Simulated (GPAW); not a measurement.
**zigzag Co chain, bond 2.76 A: a ladder in all numerical settings together**

Two starts of zigzag Co chain, bond 2.76 A are run at each rung of all numerical settings together. Which rung is enough?

Program: GPAW 26.7.0. Level of theory: LDA; plane waves with GPAW's PAW setups, scalar-relativistic. Results are calculated unless marked as measured.

### 1. Set-up

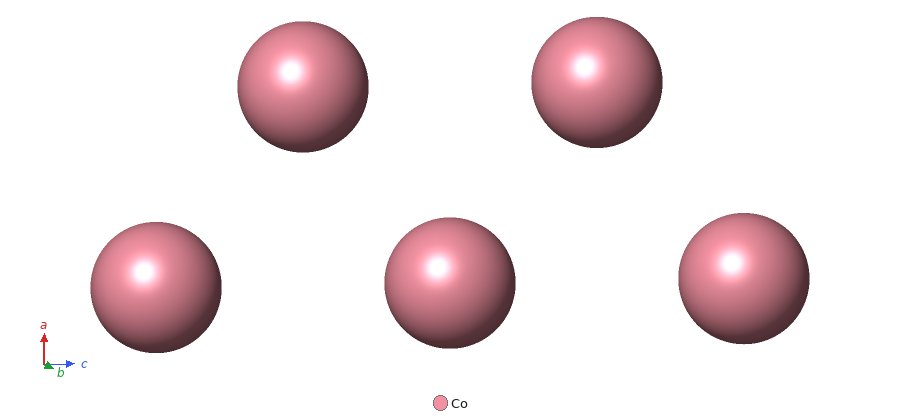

The cell as given, from the side, with the c axis across the page (cobalt pink). 1×1×2 cells are drawn. Some periodic images of atoms are drawn too.

The cell holds 2 atoms: 2 Co. Its edges and angles: a = 12.000 Å, b = 12.000 Å, c = 3.312 Å, α = 90.0°, β = 90.0°, γ = 90.0°. model lattice. Vacuum lies along a and b. The structure's axis is c.

### 2. Rung 1 (280 eV, mesh 1×1×4), start ferro ++

Several settings change at once from rung to rung, from a quick look to a careful run; the headings and inputs name them.

order1.py

```python
import json
import numpy as np
from ase import Atoms
from ase.parallel import paropen, parprint
from gpaw import GPAW

atoms = Atoms(['Co', 'Co'],
    cell=[[12.0, 0.0, 0.0],
         [0.0, 12.0, 0.0],
         [0.0, 0.0, 3.312]],
    scaled_positions=[[0.408, 0.5, 0.0],
         [0.592, 0.5, 0.5]],
    pbc=True,
    magmoms=[2.0, 2.0])
atoms.calc = GPAW(mode={'name': 'pw', 'ecut': 280},
    xc='LDA',
    kpts={'size': (1, 1, 4), 'gamma': True},
    occupations={'name': 'fermi-dirac', 'width': 0.2},
    convergence={'density': 1e-05, 'energy': 1e-05},
    maxiter=200,
    symmetry={'tolerance': 1e-4},
    txt='order1.txt')
e = atoms.get_potential_energy(force_consistent=True)
res = {'free_energy': e, 'energy_sigma0': atoms.get_potential_energy(), 'fermi_energy': atoms.calc.get_fermi_level()}
res['moments'] = atoms.get_magnetic_moments().tolist()
res['total'] = atoms.get_magnetic_moment()
parprint('site moments (muB):', np.round(res['moments'], 3))
parprint(f"total moment: {res['total']:.3f} muB")
parprint(f'free energy: {e:.6f} eV')
atoms.calc.write('order1.gpw')
with paropen('results.json', 'w') as f:
    json.dump(res, f)
```

Run with:

```sh
OMP_NUM_THREADS=1 python3 order1.py > order1.log
```

Numbers of over 12 decimals in the logs are rounded to 6 here.

Output:

```text
site moments (muB): [1.962 1.962]
total moment: 4.209 muB
free energy: -9.576632 eV

--- order1.txt ---
Input parameters:
  mode=PW(ecut=280),
  convergence={'density': 1e-05, 'energy': 1e-05},
  kpts=MonkhorstPack(size=(1, 1, 4), gamma=True),
  maxiter=200,
  occupations=Occupations(name='fermi-dirac', width=0.2),
  symmetry=Symmetry(tolerance=0.0001),
  xc=XC(name='LDA')

Diagonalizing LCAO Hamiltonian
Converting LCAO to pw mode
        .----------------------------.
       /|                            |
      / |                            |
     /  |                            |
    /   .----------------------------.
   /   /              Co            /
  /   /                            /
 *   /                            /
 |  /           Co               /
 | /                            /
 |/                            /
 *----------------------------*

Atoms  # Å, Bohr magnetons
|   | symbol |        x |        y |        z |    initial magnetic moments |
|---|--------|----------|----------|----------|-----------------------------|
| 0 |     Co | 4.896000 | 6.000000 | 0.000000 | ( 0.0000,  0.0000,  2.0000) |
| 1 |     Co | 7.104000 | 6.000000 | 1.656000 | ( 0.0000,  0.0000,  2.0000) |

Unit cell  # Å
| periodic |         x |         y |        z |   lengths |    angles |
|----------|-----------|-----------|----------|-----------|-----------|
|      yes | 12.000000 |  0.000000 | 0.000000 | 12.000000 | 90.000000 |
|      yes |  0.000000 | 12.000000 | 0.000000 | 12.000000 | 90.000000 |
|      yes |  0.000000 |  0.000000 | 3.312000 |  3.312000 | 90.000000 |

Number of symmetries: 4

BZ-sampling:
  Number of BZ points: 4
  Number of IBZ points: 3

  Monkhorst-Pack size: [1, 1, 4]
  Monkhorst-Pack shift: [0.0, 0.0, 0.125]

Plane wave coefficients: 5109
Cutoff: 280.0 eV

Spin-components: 2 (collinear spins)
Bands:           18
Projectors:      12
Spin-degeneracy: 1
Datatype:        complex128

Parallelization:
  kpt:    1
  domain: 1
  band:   1

Density:
  Valence electrons: 18.0
  Components: 2
  Grid points: [48 48 14]
  Charge: 0.0  # |e|

Potential:
  Grid points: [48 48 14]

[... setups left out ...]
Reference energy: -75676.533408  # eV

eigensolver:
  PPCG
  Converge bands: occupied
  niter=2

density mixing:
  MSR1-Mixer
  Pratt-step length: 0.05
  Maximum mixing coefficient: 0.75
  Old densities: 10
  SVD Regularization: 0.005
  Good broyden scale: 1.0
  Trust region scale: 1.0
  Backstep threshold: 4.0
  History deletion threshold: 6.0
  Fourier metric: weight=20.0, sigma=0.015

occupation numbers:
  Fermi-Dirac:
    width: 0.2000  # eV

poisson solver:
  ecut: 2240.0  # eV

xc functional:
  name: None

convergence criteria:
- Maximum integral of absolute [dens]ity change: 1e-05 electrons / valence electron
- Maximum [total energy] change in last 3 cyles: 1e-05 eV / valence electron
- Maximum integral of absolute [eigenst]ate change: 4e-08 eV^2 / valence electron
maximum number of iterations: 200

SCF iterations
|iter     |      energy | eigst |  dens |  magmom |
|---------|-------------|-------|-------|---------|
|iter:   1|       0s |  -11.634182 | -0.48 |       |  +4.0056|
|iter:   2|       1s |  -10.587501 | -1.34 | -0.68 |  +3.9791|
|iter:   3|       2s |   -9.190265 | -0.27 | -0.77 |  +3.8166|
|iter:   4|       2s |   -9.069893 | -1.03 | -0.94 |  +3.9823|
|iter:   5|       3s |   -9.081107 | -1.55 | -1.36 |  +4.0283|
|iter:   6|       4s |   -9.061802 | -2.10 | -1.30 |  +4.1158|
|iter:   7|       4s |   -9.064652 | -3.17 | -1.85 |  +4.1790|
|iter:   8|       5s |   -9.064957 | -4.42 | -2.24 |  +4.1921|
|iter:   9|       6s |   -9.065670 | -4.38 | -2.47 |  +4.2048|
|iter:  10|       6s |   -9.065797 | -5.30 | -2.85 |  +4.2045|
|iter:  11|       7s |   -9.065659c| -5.55 | -2.30 |  +4.2046|
|iter:  12|       8s |   -9.065694c| -6.62 | -3.33 |  +4.2064|
|iter:  13|       8s |   -9.065709c| -6.85 | -3.62 |  +4.2079|
|iter:  14|       9s |   -9.065701c| -7.45c| -4.07 |  +4.2082|
|iter:  15|       9s |   -9.065702c| -7.94c| -4.45 |  +4.2085|
|iter:  16|      10s |   -9.065702c| -8.17c| -4.74 |  +4.2087|
|iter:  17|      10s |   -9.065702c| -8.57c| -4.91 |  +4.2088|
|iter:  18|      11s |   -9.065702c| -8.86c| -5.64c|  +4.2088|

Converged in 18 steps
Energy contributions relative to reference atoms: (reference = -75676.533408)

Energy contributions:
  Kinetic:          26.058393
  Coulomb:         -21.703470
  Zero:              0.604211
  External:          0.000000
  Xc:              -13.513906
  Entropy:          -1.021859
  Spinorbit:         0.000000
  ----------------------------
  Free energy:      -9.576632
  Extrapolated:     -9.065702

dipole moment: (-0.000011, -0.000010, -8.828990)  # |e|*Ang

Total magnetic moment: (0.000000, 0.000000, 4.208774)

Local magnetic moments
|        x |        y |        z |
|----------|----------|----------|
| 0.000000 | 0.000000 | 1.961864 |  # Co   0
| 0.000000 | 0.000000 | 1.961864 |  # Co   1

Fermi level: -3.508
Eigenvalues  # (at kpt = [0.000, 0.000, 0.000])
| band index |      eig [eV] | occ [0-1] |      eig [eV] | occ [0-1] |
|------------|---------------|-----------|---------------|-----------|
|          0 |        -7.104 |     1.000 |        -6.762 |     1.000 |
|          1 |        -6.199 |     1.000 |        -4.811 |     0.999 |
|          2 |        -5.727 |     1.000 |        -4.019 |     0.928 |
|          3 |        -5.709 |     1.000 |        -4.008 |     0.924 |
|          4 |        -5.508 |     1.000 |        -3.847 |     0.845 |
|          5 |        -5.343 |     1.000 |        -3.483 |     0.470 |
|          6 |        -5.331 |     1.000 |        -3.463 |     0.445 |
|          7 |        -5.280 |     1.000 |        -3.462 |     0.443 |
|          8 |        -5.263 |     1.000 |        -3.415 |     0.386 |
|          9 |        -5.144 |     1.000 |        -3.272 |     0.235 |
|         10 |        -4.869 |     0.999 |        -3.236 |     0.204 |
|         11 |        -4.046 |     0.937 |        -2.984 |     0.068 |
|         12 |        -1.949 |     0.000 |        -1.781 |     0.000 |
|         13 |        -1.313 |     0.000 |        -1.075 |     0.000 |
|         14 |         0.218 |     0.000 |         0.435 |     0.000 |
|         15 |         0.536 |     0.000 |         0.585 |     0.000 |
|        ... |               |           |               |           |
|         17 |         1.417 |     0.000 |         1.503 |     0.000 |

No gap
No difference between direct/indirect transitions
```

Wall time 13 s (1 MPI rank of Arm Neoverse V2, shared host); peak memory 0.2 GiB.

Spin moment in the augmentation sphere by atom:

```csv
atom,spin moment in the augmentation sphere (μB)
Co1,1.96
Co2,1.96
```

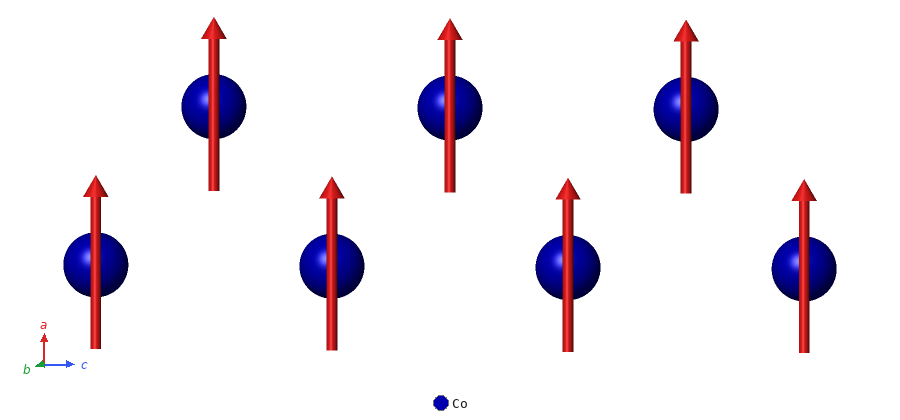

Spin moment in the augmentation sphere as arrows, the longest 1.96 μB. Up and down stand for the sign. Arrows give size and sign along the axis of quantisation, drawn up and down the page. 1×1×3 cells are drawn. Some periodic images of atoms are drawn too.

This step gave:

* magnetization: 4.209 μB
* final state: ferromagnetic

After 18 cycles the largest moment stands at 1.96 μB.

### 3. Rung 1 (280 eV, mesh 1×1×4), start antiferro +-

The second start gives the energy difference between the two end states, the quantity that is followed up the ladder.

order2.py is the script of step 2 with these lines changed:

```diff
@@ -13,3 +13,3 @@
     pbc=True,
-    magmoms=[2.0, 2.0])
+    magmoms=[2.0, -2.0])
 atoms.calc = GPAW(mode={'name': 'pw', 'ecut': 280},
@@ -21,3 +21,3 @@
     symmetry={'tolerance': 1e-4},
-    txt='order1.txt')
+    txt='order2.txt')
 e = atoms.get_potential_energy(force_consistent=True)
@@ -29,3 +29,3 @@
 parprint(f'free energy: {e:.6f} eV')
-atoms.calc.write('order1.gpw')
+atoms.calc.write('order2.gpw')
 with paropen('results.json', 'w') as f:
```

Run with:

```sh
OMP_NUM_THREADS=1 python3 order2.py > order2.log
```

Output:

```text
site moments (muB): [ 1.879 -1.879]
total moment: -0.000 muB
free energy: -9.312566 eV

--- order2.txt ---
Input parameters:
  mode=PW(ecut=280),
  convergence={'density': 1e-05, 'energy': 1e-05},
  kpts=MonkhorstPack(size=(1, 1, 4), gamma=True),
  maxiter=200,
  occupations=Occupations(name='fermi-dirac', width=0.2),
  symmetry=Symmetry(tolerance=0.0001),
  xc=XC(name='LDA')

Diagonalizing LCAO Hamiltonian
Converting LCAO to pw mode
        .----------------------------.
       /|                            |
      / |                            |
     /  |                            |
    /   .----------------------------.
   /   /              Co            /
  /   /                            /
 *   /                            /
 |  /           Co               /
 | /                            /
 |/                            /
 *----------------------------*

Atoms  # Å, Bohr magnetons
|   | symbol |        x |        y |        z |    initial magnetic moments |
|---|--------|----------|----------|----------|-----------------------------|
| 0 |     Co | 4.896000 | 6.000000 | 0.000000 | ( 0.0000,  0.0000,  2.0000) |
| 1 |     Co | 7.104000 | 6.000000 | 1.656000 | ( 0.0000,  0.0000, -2.0000) |

Number of symmetries: 4

BZ-sampling:
  Number of BZ points: 4
  Number of IBZ points: 3

  Monkhorst-Pack size: [1, 1, 4]
  Monkhorst-Pack shift: [0.0, 0.0, 0.125]

Plane wave coefficients: 5109
Cutoff: 280.0 eV

Spin-components: 2 (collinear spins)
Bands:           15
Projectors:      12
Spin-degeneracy: 1
Datatype:        complex128

Parallelization:
  kpt:    1
  domain: 1
  band:   1

Density:
[...]
|iter:  13|       7s |   -8.676588c| -7.00 | -3.91 |  -0.0000|
|iter:  14|       7s |   -8.676586c| -7.59c| -4.29 |  +0.0000|
|iter:  15|       8s |   -8.676586c| -7.77c| -4.39 |  -0.0000|
|iter:  16|       8s |   -8.676586c| -8.23c| -4.90 |  -0.0000|
|iter:  17|       8s |   -8.676587c| -8.81c| -5.25c|  -0.0000|

Converged in 17 steps
Energy contributions relative to reference atoms: (reference = -75676.533408)

Energy contributions:
  Kinetic:          28.257458
  Coulomb:         -23.405639
  Zero:              0.602109
  External:          0.000000
  Xc:              -13.494535
  Entropy:          -1.271958
  Spinorbit:         0.000000
  ----------------------------
  Free energy:      -9.312566
  Extrapolated:     -8.676587

dipole moment: (-0.000009, -0.000010, -8.826502)  # |e|*Ang

Total magnetic moment: (0.000000, 0.000000, -0.000001)

Local magnetic moments
|        x |        y |         z |
|----------|----------|-----------|
| 0.000000 | 0.000000 |  1.879402 |  # Co   0
| 0.000000 | 0.000000 | -1.879403 |  # Co   1

Fermi level: -3.532
Eigenvalues  # (at kpt = [0.000, 0.000, 0.000])
| band index |      eig [eV] | occ [0-1] |      eig [eV] | occ [0-1] |
|------------|---------------|-----------|---------------|-----------|
|          0 |        -6.942 |     1.000 |        -6.942 |     1.000 |
|          1 |        -5.764 |     1.000 |        -5.764 |     1.000 |
|          2 |        -5.438 |     1.000 |        -5.438 |     1.000 |
|          3 |        -5.376 |     1.000 |        -5.376 |     1.000 |
|          4 |        -5.328 |     1.000 |        -5.328 |     1.000 |
[...]
|         11 |        -3.350 |     0.287 |        -3.350 |     0.287 |
|         12 |        -1.863 |     0.000 |        -1.863 |     0.000 |
|         13 |        -1.176 |     0.000 |        -1.176 |     0.000 |
|         14 |         0.337 |     0.000 |         0.337 |     0.000 |

No gap
No difference between direct/indirect transitions
```

Wall time 11 s (1 MPI rank); peak memory 0.2 GiB.

Spin moment in the augmentation sphere by atom:

```csv
atom,spin moment in the augmentation sphere (μB)
Co1,1.88
Co2,-1.88
```

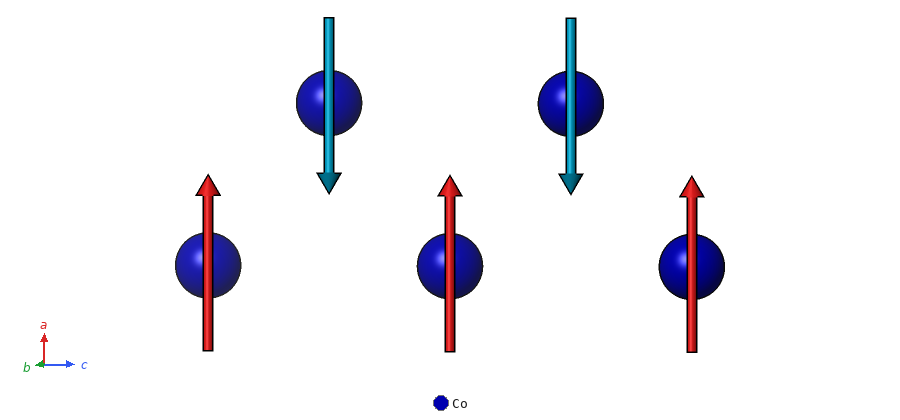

Spin moment in the augmentation sphere as arrows, the longest 1.88 μB. Up and down stand for the sign. Arrows give size and sign along the axis of quantisation, drawn up and down the page. The two directions have two colours. 1×1×2 cells are drawn. Some periodic images of atoms are drawn too.

This step gave:

```
magnetization : 0 μB
final state   : antiferromagnetic
```

This start lies +132.0 meV a seeded atom from the first; its largest moment is 1.88 μB.

### 4. Rung 2 (380 eV, mesh 1×1×6), start ferro ++

order1.py is the script of step 2 with these lines changed:

```diff
@@ -14,6 +14,6 @@
     magmoms=[2.0, 2.0])
-atoms.calc = GPAW(mode={'name': 'pw', 'ecut': 280},
+atoms.calc = GPAW(mode={'name': 'pw', 'ecut': 380},
     xc='LDA',
-    kpts={'size': (1, 1, 4), 'gamma': True},
-    occupations={'name': 'fermi-dirac', 'width': 0.2},
+    kpts={'size': (1, 1, 6), 'gamma': True},
+    occupations={'name': 'fermi-dirac', 'width': 0.15},
     convergence={'density': 1e-05, 'energy': 1e-05},
```

Run with:

```sh
OMP_NUM_THREADS=1 python3 order1.py > order1.log
```

Output:

```text
site moments (muB): [2.038 2.038]
total moment: 4.495 muB
free energy: -9.584381 eV

--- order1.txt ---
Input parameters:
  mode=PW(ecut=380),
  convergence={'density': 1e-05, 'energy': 1e-05},
  kpts=MonkhorstPack(size=(1, 1, 6), gamma=True),
  maxiter=200,
  occupations=Occupations(name='fermi-dirac', width=0.15),
  symmetry=Symmetry(tolerance=0.0001),
  xc=XC(name='LDA')

Diagonalizing LCAO Hamiltonian
[...]
|          4 |        -5.658 |     1.000 |        -3.937 |     0.898 |
[...]
|         13 |        -1.370 |     0.000 |        -1.045 |     0.000 |
|         14 |         0.175 |     0.000 |         0.447 |     0.000 |
|         15 |         0.556 |     0.000 |         0.621 |     0.000 |
|        ... |               |           |               |           |
|         17 |         1.416 |     0.000 |         1.520 |     0.000 |

No gap
No difference between direct/indirect transitions


[key lines of the parts left out:]
Free energy:      -9.584381
Converged in 20 steps
dipole moment: (-0.000013, -0.000010, -8.839671)  # |e|*Ang
Fermi level: -3.610
```

It took 30 s on 1 MPI rank; peak memory 0.25 GiB.

This step gave:

```
magnetization  : 4.495 μB
final state    : ferromagnetic
largest moment : 2.038 μB
```

The largest moment moves by +0.08 μB from rung 1, at 2.4 times its CPU time.

### 5. Rung 2 (380 eV, mesh 1×1×6), start antiferro +-

order2.py is the script of step 3 with these lines changed:

```diff
@@ -14,6 +14,6 @@
     magmoms=[2.0, -2.0])
-atoms.calc = GPAW(mode={'name': 'pw', 'ecut': 280},
+atoms.calc = GPAW(mode={'name': 'pw', 'ecut': 380},
     xc='LDA',
-    kpts={'size': (1, 1, 4), 'gamma': True},
-    occupations={'name': 'fermi-dirac', 'width': 0.2},
+    kpts={'size': (1, 1, 6), 'gamma': True},
+    occupations={'name': 'fermi-dirac', 'width': 0.15},
     convergence={'density': 1e-05, 'energy': 1e-05},
```

Run with:

```sh
OMP_NUM_THREADS=1 python3 order2.py > order2.log
```

Output:

```text
site moments (muB): [ 1.933 -1.933]
total moment: -0.000 muB
free energy: -9.225222 eV

--- order2.txt ---
Input parameters:
  mode=PW(ecut=380),
  convergence={'density': 1e-05, 'energy': 1e-05},
  kpts=MonkhorstPack(size=(1, 1, 6), gamma=True),
  maxiter=200,
  occupations=Occupations(name='fermi-dirac', width=0.15),
  symmetry=Symmetry(tolerance=0.0001),
  xc=XC(name='LDA')

Diagonalizing LCAO Hamiltonian
[...]
|         11 |        -3.387 |     0.227 |        -3.387 |     0.227 |
|         12 |        -1.859 |     0.000 |        -1.859 |     0.000 |
|         13 |        -1.175 |     0.000 |        -1.175 |     0.000 |
|         14 |         0.337 |     0.000 |         0.337 |     0.000 |

Gap: 0.020 eV
Transition (v -> c):
  (s=1, k=3, n=8, [0.00, 0.00, 0.50]) -> (s=0, k=1, n=9, [0.00, 0.00, 0.17])
Direct/indirect transitions are different
Direct gap: 0.051 eV
Transition at: (s=1->0, k=2, n=8, [0.00, 0.00, 0.33])


[key lines of the parts left out:]
Free energy:      -9.225222
Converged in 22 steps
dipole moment: (-0.000010, -0.000010, -8.831443)  # |e|*Ang
Fermi level: -3.570
```

Wall time 28 s (1 MPI rank); peak memory 0.24 GiB.

This step gave:

```yaml
magnetization: 0 μB
final_state: antiferromagnetic
largest_moment: 1.933 μB
```

This start lies +179.6 meV a seeded atom from the first, a change of +47.5 meV since rung 1; its largest moment is 1.93 μB.

### 6. Rung 3 (500 eV, mesh 1×1×8), start ferro ++

order1.py is the script of step 4 with these lines changed:

```diff
@@ -14,6 +14,6 @@
     magmoms=[2.0, 2.0])
-atoms.calc = GPAW(mode={'name': 'pw', 'ecut': 380},
+atoms.calc = GPAW(mode={'name': 'pw', 'ecut': 500},
     xc='LDA',
-    kpts={'size': (1, 1, 6), 'gamma': True},
-    occupations={'name': 'fermi-dirac', 'width': 0.15},
+    kpts={'size': (1, 1, 8), 'gamma': True},
+    occupations={'name': 'fermi-dirac', 'width': 0.1},
     convergence={'density': 1e-05, 'energy': 1e-05},
```

Run with:

```sh
OMP_NUM_THREADS=1 python3 order1.py > order1.log
```

Output:

```text
site moments (muB): [2.053 2.053]
total moment: 4.507 muB
free energy: -9.964624 eV

--- order1.txt ---
Input parameters:
  mode=PW(ecut=500),
  convergence={'density': 1e-05, 'energy': 1e-05},
  kpts=MonkhorstPack(size=(1, 1, 8), gamma=True),
  maxiter=200,
  occupations=Occupations(name='fermi-dirac', width=0.1),
  symmetry=Symmetry(tolerance=0.0001),
  xc=XC(name='LDA')

Diagonalizing LCAO Hamiltonian
[...]
|          4 |        -5.621 |     1.000 |        -3.925 |     0.968 |
[...]
|         13 |        -1.362 |     0.000 |        -1.036 |     0.000 |
|         14 |         0.188 |     0.000 |         0.455 |     0.000 |
|         15 |         0.574 |     0.000 |         0.639 |     0.000 |
|        ... |               |           |               |           |
|         17 |         1.419 |     0.000 |         1.527 |     0.000 |

No gap
No difference between direct/indirect transitions


[key lines of the parts left out:]
Free energy:      -9.964624
Converged in 18 steps
dipole moment: (-0.000009, -0.000010, -8.839645)  # |e|*Ang
Fermi level: -3.582
```

It took 58 s on 1 MPI rank; peak memory 0.33 GiB.

Numbers from this step:

| Property | Result |
| --- | --- |
| magnetization | 4.507 μB |
| final state | ferromagnetic |
| largest moment | 2.053 μB |

The largest moment moves by +0.01 μB from rung 2, at 1.9 times its CPU time.

(Continued in part 2 of 2.)

[Logs and program files are shortened in this print: banners, set-up blocks, solver, clock and traceback lines can be left out without a mark of their own.]

[Logs are printed without paths, hosts, clocks, repeated set-up lines and the standing remarks that a program may print on its own settings, such as how far it seeks lower states.]

[Hosts, paths, dates, database ids (printed as entryN), source tags and the programs' standing remarks are cut or masked in the printed files.]

[Where a cell is said to come from a database of computed structures, the database is the Materials Project.]
